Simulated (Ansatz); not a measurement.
## Electronic structure of Si2Mo in real space

```
Si Mo
1.0
     4.57104    0.00000    0.00000
     0.00000    7.95970    0.00000
     0.00000    0.00000    8.72646
Si Mo
16 8
Direct
  0.25000 0.08588 0.25000
  0.75000 0.58588 0.25000
  0.75000 0.08588 0.75000
  0.25000 0.58588 0.75000
  0.25000 0.41412 0.25000
  0.75000 0.91412 0.25000
  0.75000 0.41412 0.75000
  0.25000 0.91412 0.75000
  0.00000 0.16412 0.00000
  0.50000 0.66412 0.00000
  0.50000 0.16412 0.50000
  0.00000 0.66412 0.50000
  0.50000 0.33588 0.00000
  0.00000 0.83588 0.00000
  0.00000 0.33588 0.50000
  0.50000 0.83588 0.50000
  0.75000 0.25000 0.25000
  0.25000 0.75000 0.25000
  0.25000 0.25000 0.75000
  0.75000 0.75000 0.75000
  0.50000 0.00000 0.00000
  0.00000 0.50000 0.00000
  0.00000 0.00000 0.50000
  0.50000 0.50000 0.50000
```

Space group Fddd; a structure from a database of computed crystals, not necessarily the ambient phase; started from the Al2Ru-70 prototype, which need not be the ambient phase; computed without spin polarisation.

Level of theory: DFT, PBEsol, plane waves, PAW (Ansatz).

In a PAW calculation such maps are meaningful between the atoms, not at the nuclei.

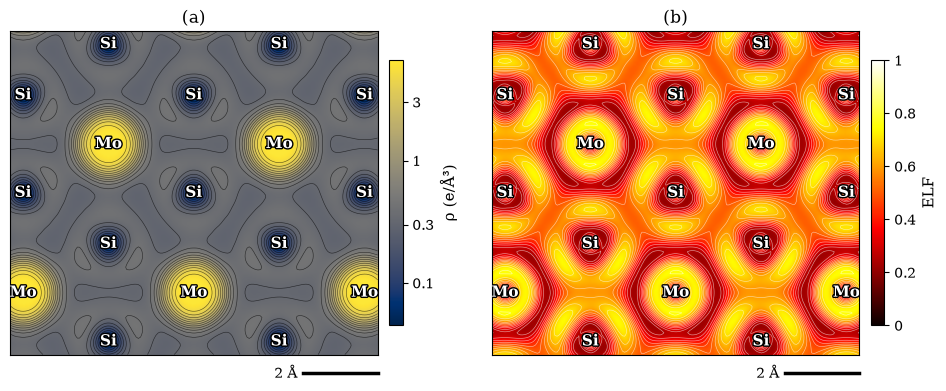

Figure 1. (a) valence pseudo-density; (b) electron localisation function on the (001) plane of the conventional cell.

Interpret the plot.

The plane passes through Si and Mo nuclei.
Si–Si (2.61 Å): ρ at the midpoint is about 0.32 e/Å³; the ELF peaks at about 0.65 between the atoms.
Si–Mo (2.63 Å): ρ is about 0.39 e/Å³ halfway; the ELF peaks at about 0.75 in the valence shell of Si, 0.9 Å from its nucleus, and is about 0.40 at the midpoint.
Si–Si (2.66 Å): ρ at the midpoint is about 0.3 e/Å³; the ELF peaks at about 0.60 in the valence shell of Si, 0.9 Å from its nucleus, and is about 0.50 at the midpoint.
Si–Mo (2.67 Å): ρ is about 0.37 e/Å³ halfway; the ELF peaks at about 0.70 in the valence shell of Si, 0.9 Å from its nucleus, and is about 0.40 at the midpoint.
Between the atoms the lowest density in this plane is 0.29 e/Å³.
The features right at Mo lie inside the PAW spheres, where the map follows smoothed inner orbitals and isn't to be read closely.

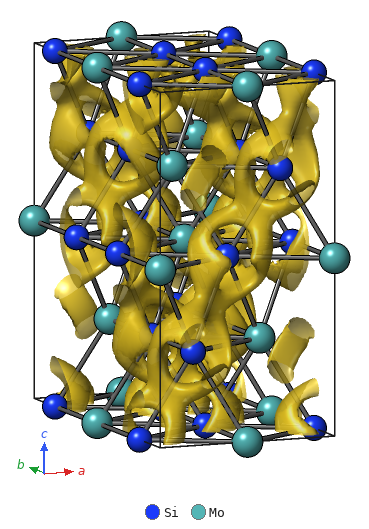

Figure 2. Isosurface of the ELF at 0.65 (yellow), seen slightly off an axis. Only the valence region is drawn (cores and ρ < 0.01 e/Å³ removed). Sticks mark near contacts.

Identify the bonds, lone pairs and shells in this picture.

At this value the surface marks out channels that run through the cell in one direction, counted in one cell of 24 atoms. Any copies at cell faces, edges or corners count once. Along the contacts the grid gives the following. Si–Si (2.54 Å): the ELF peaks at about 0.70 between the atoms. Si–Mo (2.56 Å): the ELF peaks at about 0.70 in the valence shell of Si, 0.9 Å from its nucleus, and is about 0.40 at the midpoint.
